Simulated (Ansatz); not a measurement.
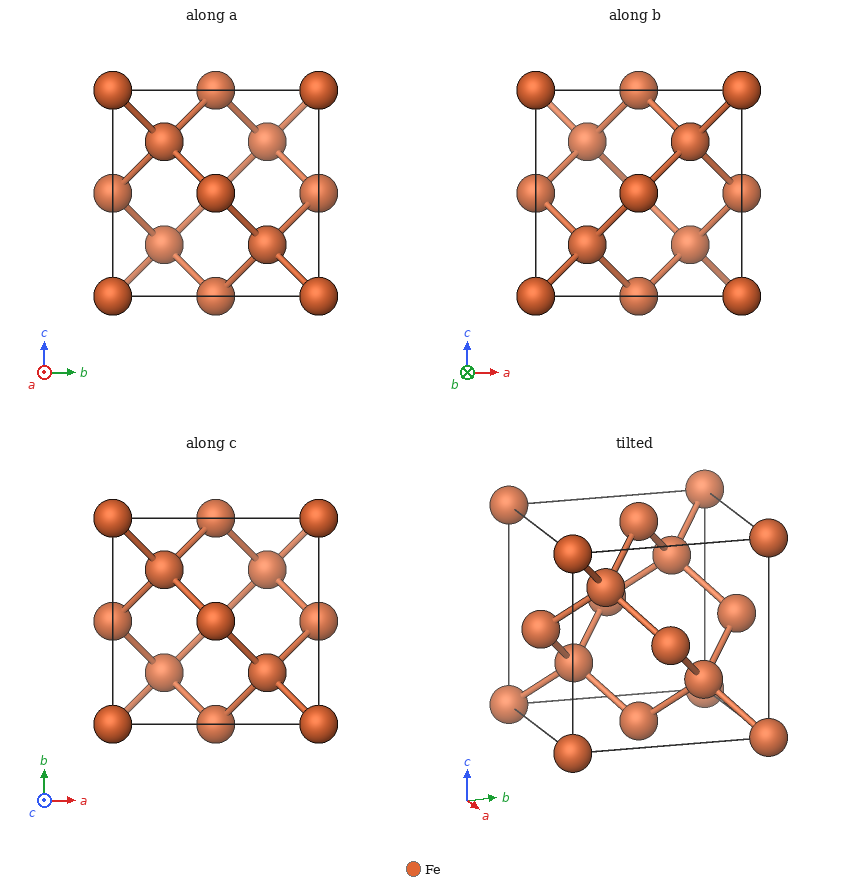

We look at a ball-and-stick model of the crystal along the a axis, along the b axis, along the c axis and slightly off an axis. One conventional unit cell is outlined, and atoms on its boundary appear in each equivalent place.

Lattice parameters: a = 5.0693 Å, b = 5.0693 Å, c = 5.0693 Å, α = 90.000°, β = 90.000°, γ = 90.000°.

Write the structure as a CIF with its space group and independent sites.

Answer.
```cif
data_structure
_symmetry_space_group_name_H-M 'F d -3 m :1'
_symmetry_Int_Tables_number 227
_cell_length_a 5.0693
_cell_length_b 5.0693
_cell_length_c 5.0693
_cell_angle_alpha 90.000
_cell_angle_beta 90.000
_cell_angle_gamma 90.000
_cell_volume 130.27
loop_
_atom_site_label
_atom_site_type_symbol
_atom_site_symmetry_multiplicity
_atom_site_Wyckoff_symbol
_atom_site_fract_x
_atom_site_fract_y
_atom_site_fract_z
_atom_site_occupancy
Fe1 Fe 8 a 0.2500 0.7500 0.7500 1
```

The structure comes from a structure type filled with this element by a generator (whether the element takes this form wasn't checked). Earlier steps of the study may have refined or changed the cell and positions. It was run through Ansatz as a DFT input.

At this level of theory the cell isn't at rest (stretched, at -9 GPa), so its distances can differ from those at equilibrium, the more so the softer the solid.
